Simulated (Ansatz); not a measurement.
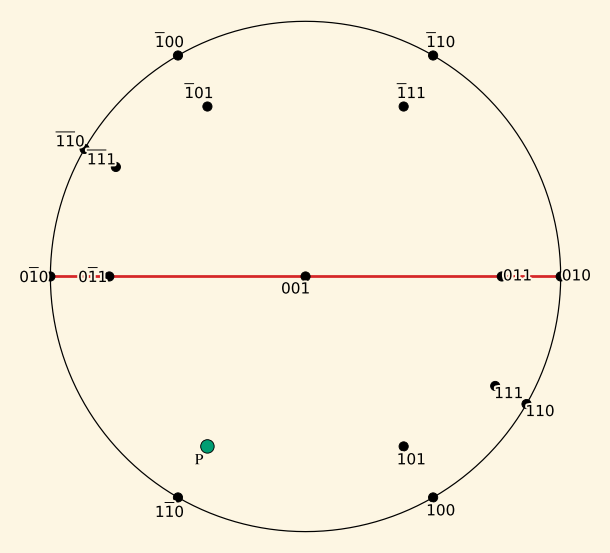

Crystal: Rh, the end point of a relaxation with DFT, BLYP, plane waves (420 eV) with PAW, scalar-relativistic (Ansatz); the starting structure was generated, so it need not be a known form of this composition. Stereographic projection of plane normals (upper hemisphere) centred on (0 0 1). Geometry calculated from the standardised cell; symmetry tolerance 0.002 Å.

a = 2.762 Å, b = 2.762 Å, c = 9.007 Å, α = 90.00°, β = 90.00°, γ = 120.00°.

### Index the pole marked P.

P is (1 −1 1), in four indices (1 −1 0 1), 75.1° from the centre.

### Which zone does the coloured great circle trace?

The zone [1 0 0]: its poles satisfy h = 0.

### What is the angle between the normals of (1 −1 1) and (0 0 1), and what are their d_hkl = 1/|g|?

75.1°; d = 2.312 Å and 9.007 Å.
